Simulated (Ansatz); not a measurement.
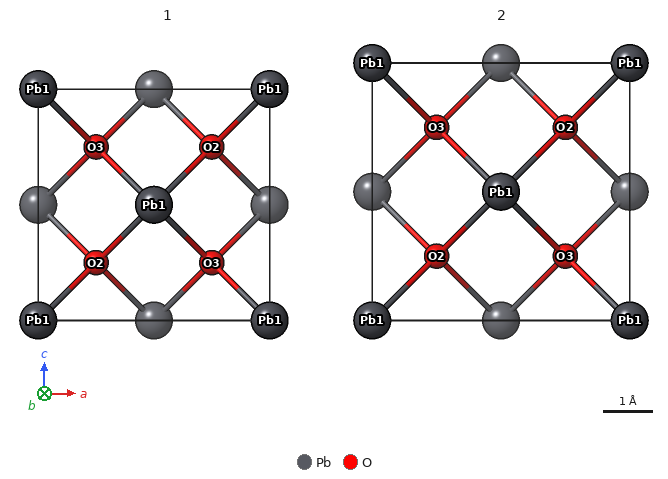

Two geometries of a crystal of PbO₂ (a generated structure, set up in Fm-3m) (coarse preliminary run), drawn at one scale. One is the start of a relaxation, the other its converged end. Style: ball-and-stick. Shown: the conventional cell (4 times the calculation's cell), along the b axis. Lengths and directions refer to the drawn axes.

The calculation used Ansatz 0.2.0, DFT r2SCAN, scalar-relativistic, plane waves, PAW. Settings: plane-wave cutoff 500 eV; k-point mesh 8 × 8 × 8; occupations gaussian; smearing width 0.1 eV; no spin polarisation; cell and atoms relaxed; force threshold 0.05 eV/Å; at most 60 steps.

> Which of the two is the end point?

Structure 2 is the relaxed one. Case: Zr → Pb on all its sites, cell and atoms relaxed. No atom moves by more than 0.005 Å relative to the cell. Cell: a = b = c 4.778 → 5.316 Å (+11.3 %). Volume +37.8 %. Some distances before and after: Pb1–O2 2.069 → 2.302 Å. The space group stays Fm-3m (No. 225). The energy falls by 906 meV per atom in 5 accepted moves (7 points after the start). All forces vanish by symmetry, so only the cell relaxes. Pressure: 115.47 GPa at the start and 0.05 GPa at the end. At 2 points the geometry stayed and the basis and grid were re-selected for the new cell (energy shift of 5.3 meV per atom at most each time).
